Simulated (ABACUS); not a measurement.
**Energy of YbH₃ along an even scaling of the cell**

System: YbH₃ (4 atoms in the cell).
Method: Kohn-Sham DFT of a periodic cell, PBE, PseudoDojo NC SR 0.4.1 PBE standard, lanthanides 3+ (f in core), spin-polarised (ABACUS 3.10.1).

The 7 runs differ only in the geometry, by an even scaling of the cell at fixed fractional positions. The structure derives from a Materials Project entry.

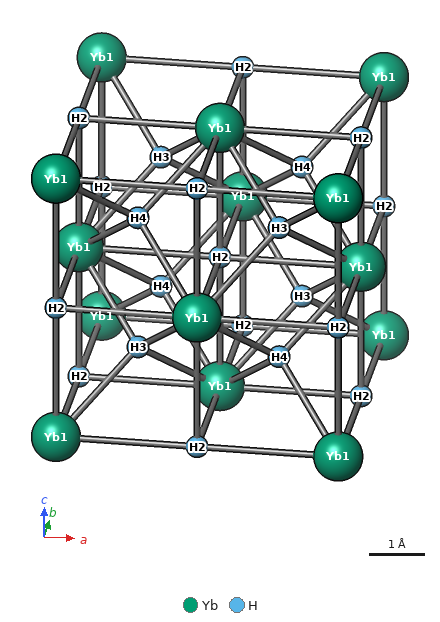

Figure 1. The structure of run 4 (ball-and-stick view of the cell 4 times as large as that of the calculation, set on its symmetry axes, seen at an oblique angle; atoms are numbered from 1 in the order of the input).

**The input of run 4**
```
INPUT_PARAMETERS
suffix              YbH3
calculation         scf
basis_type          pw
pseudo_dir          ./
symmetry            1
dft_functional      pbe
ecutwfc             73
pseudo_rcut         10
nspin               2
nbands              11
ks_solver           dav
smearing_method     fd
smearing_sigma      0.00367493
scf_thr             1e-08
scf_nmax            100
mixing_type         broyden
mixing_beta         0.4
cal_force           1
cal_stress          1
kpar                4
```

**File STRU of run 4**
```
ATOMIC_SPECIES
Yb 173.0540 Yb.upf
H 1.0080 H.upf

LATTICE_CONSTANT
1.8897261246

LATTICE_VECTORS
0.0000000000 2.6049710000 2.6049710000
2.6049710000 0.0000000000 2.6049710000
2.6049710000 2.6049710000 0.0000000000

ATOMIC_POSITIONS
Direct

Yb
0.0
1
0.0000000000 0.0000000000 0.0000000000 1 1 1 mag 0

H
0.0
3
0.5000000000 0.5000000000 0.5000000000 1 1 1 mag 0
0.2500000000 0.2500000000 0.2500000000 1 1 1 mag 0
0.7500000000 0.7500000000 0.7500000000 1 1 1 mag 0
```

**File KPT of run 4**
```
K_POINTS
0
Gamma
9 9 9 0 0 0
```

Command:
```bash
OMP_NUM_THREADS=1 mpirun -np 4 abacus > log
```

Lattice vectors (Å) and fractional positions of run 4:
```
   0.000000    2.604971    2.604971
   2.604971    0.000000    2.604971
   2.604971    2.604971    0.000000
Yb  0.000000  0.000000  0.000000
H   0.500000  0.500000  0.500000
H   0.250000  0.250000  0.250000
H   0.750000  0.750000  0.750000
```

Run 5 differs from it as follows:
```diff
-0.0000000000 2.6049710000 2.6049710000
-2.6049710000 0.0000000000 2.6049710000
-2.6049710000 2.6049710000 0.0000000000
+0.0000000000 2.6222229663 2.6222229663
+2.6222229663 0.0000000000 2.6222229663
+2.6222229663 2.6222229663 0.0000000000
```

**Results, with one run withheld**

| run | volume per atom (Å³) | free energy per atom, from the lowest run given (meV) | pressure (GPa) |
| --- | --- | --- | --- |
| 1 | 8.308 | 0.00 | −5.14 |
| 2 | 8.485 | 6.60 | −6.86 |
| 3 | 8.662 | 14.98 | −8.38 |
| 4 | 8.839 | 24.97 | −9.76 |
| 5 | 9.015 | ? | ? |
| 6 | 9.192 | 49.13 | −12.11 |
| 7 | 9.369 | 63.03 | −13.11 |

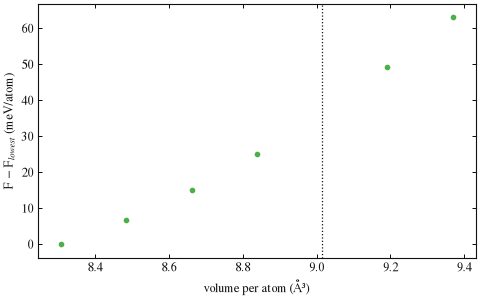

Figure 2. Free energy per atom of the runs given; the dotted line marks run 5.

Estimate the energy of run 5 from the others.

A cubic polynomial in V^(−2/3) (the Birch–Murnaghan form), fitted to the 6 runs given, misses them by at most 0.01 meV per atom. With x = V^(−2/3) − 0.23468 Å⁻², it reads F = 22.414 − 3303 x + 92651 x² − 28092 x³ (meV per atom). At run 5 it gives 36.37 meV per atom, and the run itself gives 36.40. The slope of the fit gives a pressure −dF/dV of −10.97 GPa there, and the run prints −11.00 GPa. The fit has no minimum inside this range.

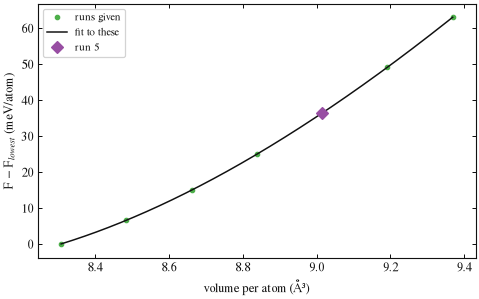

Figure 3. The fit and the withheld run.

**Some lines of the output (run 5)**
```
[...]
 E_Fermi        0.7593503470         10.3314914974
 E_Fermi        0.7594616248         10.3330055093
 E_Fermi        0.7631419288         10.3830786142
 E_Fermi        0.7644433132         10.4007848573
 E_Fermi        0.7643398590         10.3993772908
 E_Fermi        0.7644212577         10.4004847771
 E_Fermi        0.7644654692         10.4010863047
 E_Fermi        0.7644556206         10.4009523089
 E_KS(sigma->0) -96.8060396546       -1317.1137401171
 E_Fermi        0.7644502485         10.4008792171
 final etot is -1317.1155462 eV
 EFERMI = 10.400879217 eV
 TOTAL-PRESSURE: -109.998245 KBAR
 !FINAL_ETOT_IS -1317.1155461543296497 eV
```

Notes: Points of doubt noted for this run: f electrons in core.
